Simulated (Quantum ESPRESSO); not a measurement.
## Run report: Co, projected density-of-states run (part 2 of 2)

Continued. System: Co (Fm-3m, 1 atom in the cell). Method: Kohn-Sham DFT of a periodic cell, PBEsol with rVV10, PseudoDojo 0.4.1 SR PBE standard, spin-polarised (Quantum ESPRESSO 7.5); cutoff 1306.15 eV, 13×13×13 k-mesh, fermi-dirac of 0.025 eV, collinear spins. The structure derives from a Materials Project entry. The geometry was changed: volume scaled by 1.25.

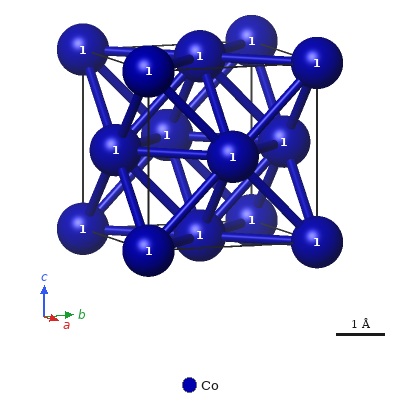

Fig. 1: The structure (ball-and-stick view of the cell 4 times as large as that of the calculation, set on its symmetry axes, seen slightly off an axis; atoms are numbered from 1 in the order of the input).

The program's output, continued:
```
!    total energy              =    -305.38858158 Ry
     estimated scf accuracy    <          3.0E-11 Ry
     smearing contrib. (-TS)   =      -0.00021427 Ry
     internal energy E=F+TS    =    -305.38836732 Ry

     The total energy is F=E-TS. E is the sum of the following terms:
     one-electron contribution =    -148.36901487 Ry
     hartree contribution      =      83.47311672 Ry
     xc contribution           =     -55.22255983 Ry
     ewald contribution        =    -185.26990934 Ry

     total magnetization       =     1.85 Bohr mag/cell
     absolute magnetization    =     2.03 Bohr mag/cell

     convergence has been achieved in  11 iterations

     Forces acting on atoms (cartesian axes, Ry/au):

     atom    1 type  1   force =     0.00000000    0.00000000    0.00000000

     Total force =     0.000000     Total SCF correction =     0.000000

     Computing stress (Cartesian axis) and pressure

          total   stress  (Ry/bohr**3)                   (kbar)     P=     -375.98
  -0.00255584  -0.00000000  -0.00000000         -375.98       -0.00       -0.00
  -0.00000000  -0.00255584  -0.00000000           -0.00     -375.98       -0.00
  -0.00000000  -0.00000000  -0.00255584           -0.00       -0.00     -375.98

=------------------------------------------------------------------------------=
   JOB DONE.
=------------------------------------------------------------------------------=
```

File nscf.out:
```
This program is part of the open-source Quantum ESPRESSO suite
     for quantum simulation of materials; please cite
         "P. Giannozzi et al., J. Phys.:Condens. Matter 21 395502 (2009);
         "P. Giannozzi et al., J. Phys.:Condens. Matter 29 465901 (2017);
         "P. Giannozzi et al., J. Chem. Phys. 152 154105 (2020);
          URL
     in publications or presentations arising from this work. More details at

     IMPORTANT: XC functional enforced from input :
     Exchange-correlation= SLA+PW+PSX+PSC+VV10
                           (   1   4  10   8  26   0   0)
     Any further DFT definition will be discarded
     Please, verify this is what you really want

     Atomic positions and unit cell read from directory:
     ./tmp/pwscf.save/

     Message from routine setup:
     using ibrav=0 with symmetry is DISCOURAGED, use correct ibrav instead
     [opt_tetra]  Optimized tetrahedron method is used.

     Subspace diagonalization in iterative solution of the eigenvalue problem:
     a serial algorithm will be used

     G-vector sticks info
     --------------------
     sticks:   dense  smooth     PW     G-vecs:    dense   smooth      PW
     Sum         673     673    211                11575    11575    2085

     Using Slab Decomposition

     bravais-lattice index     =            0
     lattice parameter (alat)  =       5.0571  a.u.
     unit-cell volume          =      91.4529 (a.u.)^3
     number of atoms/cell      =            1
     number of atomic types    =            1
     number of electrons       =        17.00
     number of Kohn-Sham states=           18
     kinetic-energy cutoff     =      96.0000  Ry
     charge density cutoff     =     384.0000  Ry
     Exchange-correlation= SLA+PW+PSX+PSC+VV10
                           (   1   4  10   8  26   0   0)

     celldm(1)=   5.057131  celldm(2)=   0.000000  celldm(3)=   0.000000
     celldm(4)=   0.000000  celldm(5)=   0.000000  celldm(6)=   0.000000

     crystal axes: (cart. coord. in units of alat)
               a(1) = (   0.000000   0.707107   0.707107 )
               a(2) = (   0.707107   0.000000   0.707107 )
               a(3) = (   0.707107   0.707107   0.000000 )

     reciprocal axes: (cart. coord. in units 2 pi/alat)
               b(1) = ( -0.707107  0.707107  0.707107 )
               b(2) = (  0.707107 -0.707107  0.707107 )
               b(3) = (  0.707107  0.707107 -0.707107 )

     PseudoPot. # 1 for Co read from file:
     Co.upf
     Pseudo is Norm-conserving + core correction, Zval = 17.0
     Generated using ONCVPSP code by D. R. Hamann
     Using radial grid of 1388 points,  6 beta functions with:
                l(1) =   0
                l(2) =   0
                l(3) =   1
                l(4) =   1
                l(5) =   2
                l(6) =   2

     atomic species   valence    mass     pseudopotential
     Co               17.00    58.93320     Co( 1.00)

     Starting magnetic structure
     atomic species   magnetization
     Co              0.118

     48 Sym. Ops., with inversion, found

   Cartesian axes

     site n.     atom                  positions (alat units)
         1        Co     tau(   1) = (   0.0000000   0.0000000   0.0000000  )

     number of k points=   256 (tetrahedron method)

     Number of k-points >= 100: set verbosity='high' to print them.

     Dense  grid:    11575 G-vectors     FFT dimensions: (  32,  32,  32)

     Generating pointlists ...
     new r_m :   0.4125 (alat units)  2.0861 (a.u.) for type    1

     The potential is recalculated from file :
     ./tmp/pwscf.save/charge-density

Carrying out rVV10 run using the following parameters:
Nqs =      20    Nr_points =    1024   r_max =   100.000
b_value =  6.30000    beta =  0.00901
     q_mesh =  0.00010000  0.00030000  0.00058939  0.00100810
               0.00161396  0.00249058  0.00375900  0.00559430
               0.00824984  0.01209221  0.01765183  0.02569619
               0.03733578  0.05417739  0.07854596  0.11380545
               0.16482331  0.23864234  0.34545298  0.50000000

Gradients computed in Reciprocal space

     Starting wfcs are   10 randomized atomic wfcs +    8 random wfcs

     Band Structure Calculation
     Davidson diagonalization with overlap

     ethr =  5.88E-11,  avg # of iterations = 22.4

     End of band structure calculation

     Number of k-points >= 100: set verbosity='high' to print the bands.

     the Fermi energy is    14.5467 ev
     (compare with:    14.5366 eV, computed in scf)

=------------------------------------------------------------------------------=
   JOB DONE.
=------------------------------------------------------------------------------=
```

File projwfc.out:
```
This program is part of the open-source Quantum ESPRESSO suite
     for quantum simulation of materials; please cite
         "P. Giannozzi et al., J. Phys.:Condens. Matter 21 395502 (2009);
         "P. Giannozzi et al., J. Phys.:Condens. Matter 29 465901 (2017);
         "P. Giannozzi et al., J. Chem. Phys. 152 154105 (2020);
          URL
     in publications or presentations arising from this work. More details at

     ./tmp/pwscf.save/

     IMPORTANT: XC functional enforced from input :
     Exchange-correlation= PBESOL-VV10
                           (   0   0   3   4  26   0   0)
     Any further DFT definition will be discarded
     Please, verify this is what you really want

     G-vector sticks info
     --------------------
     sticks:   dense  smooth     PW     G-vecs:    dense   smooth      PW
     Sum         673     673    211                11575    11575    2085

     Using Slab Decomposition

Carrying out rVV10 run using the following parameters:
Nqs =      20    Nr_points =    1024   r_max =   100.000
b_value =  6.30000    beta =  0.00901
     q_mesh =  0.00010000  0.00030000  0.00058939  0.00100810
               0.00161396  0.00249058  0.00375900  0.00559430
               0.00824984  0.01209221  0.01765183  0.02569619
               0.03733578  0.05417739  0.07854596  0.11380545
               0.16482331  0.23864234  0.34545298  0.50000000

Gradients computed in Reciprocal space

     Optimized tetrahedron method (read from file)
     [opt_tetra]  Optimized tetrahedron method is used.

     Calling projwave ....
     Subspace diagonalization in iterative solution of the eigenvalue problem:
     a serial algorithm will be used

  Problem Sizes
  natomwfc =           10
  nbnd     =           18
  nkstot   =          512
  npwx     =         1475
  nkb      =           18

     Atomic states used for projection
     (read from pseudopotential files):

     state #   1: atom   1 (Co ), wfc  1 (l=0 m= 1)
     state #   2: atom   1 (Co ), wfc  2 (l=1 m= 1)
     state #   3: atom   1 (Co ), wfc  2 (l=1 m= 2)
     state #   4: atom   1 (Co ), wfc  2 (l=1 m= 3)
     state #   5: atom   1 (Co ), wfc  3 (l=2 m= 1)
     state #   6: atom   1 (Co ), wfc  3 (l=2 m= 2)
     state #   7: atom   1 (Co ), wfc  3 (l=2 m= 3)
     state #   8: atom   1 (Co ), wfc  3 (l=2 m= 4)
     state #   9: atom   1 (Co ), wfc  3 (l=2 m= 5)
     state #  10: atom   1 (Co ), wfc  4 (l=0 m= 1)

[... projections at each k point ...]
Lowdin Charges:

     Atom #   1: total charge =  16.7563, s =  3.0096, p =  5.9989, d =  7.7478,
                 spin up      =   9.3299, s =  1.4908,
                 spin up      =   9.3299, p =  2.9995, pz=  0.9998, px=  0.9998, py=  0.9998,
                 spin up      =   9.3299, d =  4.8396, dz2=  0.9775, dxz=  0.9616, dyz=  0.9616, dx2-y2=  0.9775, dxy=  0.9616,
                 spin down    =   7.4264, s =  1.5188,
                 spin down    =   7.4264, p =  2.9994, pz=  0.9998, px=  0.9998, py=  0.9998,
                 spin down    =   7.4264, d =  2.9081, dz2=  0.5041, dxz=  0.6333, dyz=  0.6333, dx2-y2=  0.5041, dxy=  0.6333,
                 polarization =   1.9035, s = -0.0281, p =  0.0001, d =  1.9315,
     Spilling Parameter:   0.0143

=------------------------------------------------------------------------------=
   JOB DONE.
=------------------------------------------------------------------------------=
```

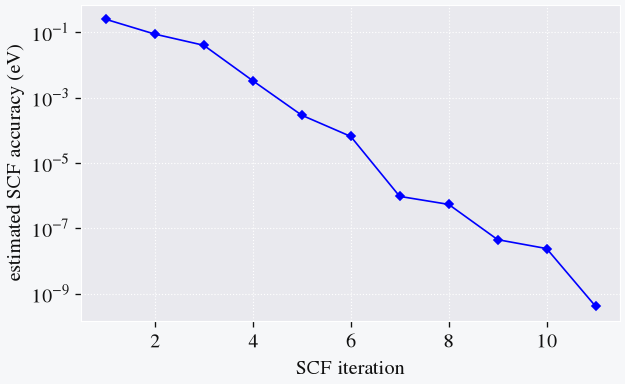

Fig. 2: Convergence of the self-consistent field: estimated SCF accuracy against the iteration. The field takes 11 iterations in all.

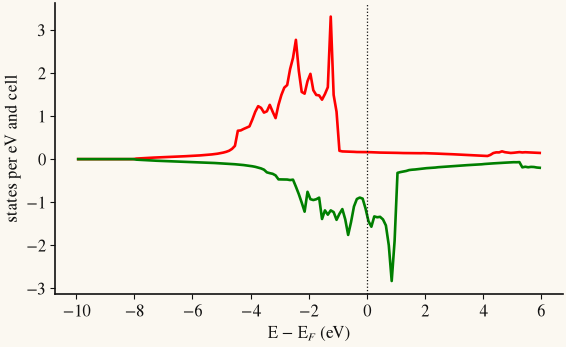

Fig. 3: Density of states from the levels on the mesh of the run, whose fine structure reflects that mesh, with energies from the Fermi level of the run (spin down drawn downwards). At the top of the window the curve may fall because the computed bands end.

This output came from the following input.

Input file:
```
&CONTROL
  calculation = 'scf'
  prefix = 'pwscf'
  outdir = './tmp'
  pseudo_dir = './pseudo'
  tprnfor = .true.
  tstress = .true.
  disk_io = 'low'
/
&SYSTEM
  ibrav = 0
  nat = 1
  ntyp = 1
  ecutwfc = 96
  nbnd = 18
  input_dft = 'sla+pw+psx+psc+vv10'
  occupations = 'smearing'
  smearing = 'fd'
  degauss = 0.00183747
  nspin = 2
  starting_magnetization(1) = 0.1176
/
&ELECTRONS
  conv_thr = 2d-10
  electron_maxstep = 120
  mixing_beta = 0.3
/
ATOMIC_SPECIES
Co    58.9332 Co.upf
CELL_PARAMETERS angstrom
   0.0000000000    1.8923016429    1.8923016429
   1.8923016429    0.0000000000    1.8923016429
   1.8923016429    1.8923016429    0.0000000000
ATOMIC_POSITIONS angstrom
Co     0.0000000000    0.0000000000    0.0000000000
K_POINTS automatic
13 13 13 0 0 0
```

File nscf.in:
```
&CONTROL
  calculation = 'nscf'
  prefix = 'pwscf'
  outdir = './tmp'
  pseudo_dir = './pseudo'
  disk_io = 'low'
/
&SYSTEM
  ibrav = 0
  nat = 1
  ntyp = 1
  ecutwfc = 96
  nbnd = 18
  input_dft = 'sla+pw+psx+psc+vv10'
  occupations = 'tetrahedra_opt'
  nspin = 2
  starting_magnetization(1) = 0.1176
/
&ELECTRONS
  conv_thr = 1d-08
  electron_maxstep = 120
  mixing_beta = 0.3
/
ATOMIC_SPECIES
Co    58.9332 Co.upf
CELL_PARAMETERS angstrom
   0.0000000000    1.8923016429    1.8923016429
   1.8923016429    0.0000000000    1.8923016429
   1.8923016429    1.8923016429    0.0000000000
ATOMIC_POSITIONS angstrom
Co     0.0000000000    0.0000000000    0.0000000000
K_POINTS automatic
20 20 20 0 0 0
```

File projwfc.in:
```
&PROJWFC
  prefix = 'pwscf'
  outdir = './tmp'
  filpdos = 'p'
  Emin = 0
  Emax = 25
  DeltaE = 0.05
/
```

Launch command:
```bash
OMP_NUM_THREADS=1 pw.x -in pw.in > pw.out
OMP_NUM_THREADS=1 pw.x -in nscf.in > nscf.out
OMP_NUM_THREADS=1 projwfc.x -in projwfc.in > projwfc.out
```

Summary:

- outcome: converged
- space group (tolerance 0.01 Å): Fm-3m (225)
- electrons treated: 17
- free energy: −4155.0233 eV
- Fermi energy: 14.537 eV
- gap on the k-point mesh: none (metallic)
- net moment of the cell: 1.85 μB
- integrated absolute moment: 2.03 μB
- pressure: −37.60 GPa
- largest force (length of the vector): under 0.001 eV/Å
- hardware: 1 thread of Intel Xeon (Granite Rapids), 128 GiB of memory available, shared host
- wall time: 83 s
- peak memory: 0.27 GiB

Notes:

The record of the run, not the program, notes: potentials made for another functional. Points of doubt noted for this run: potentials made for another functional. The cell is under a tension of 38 GPa at this level, so it is not at its equilibrium volume.
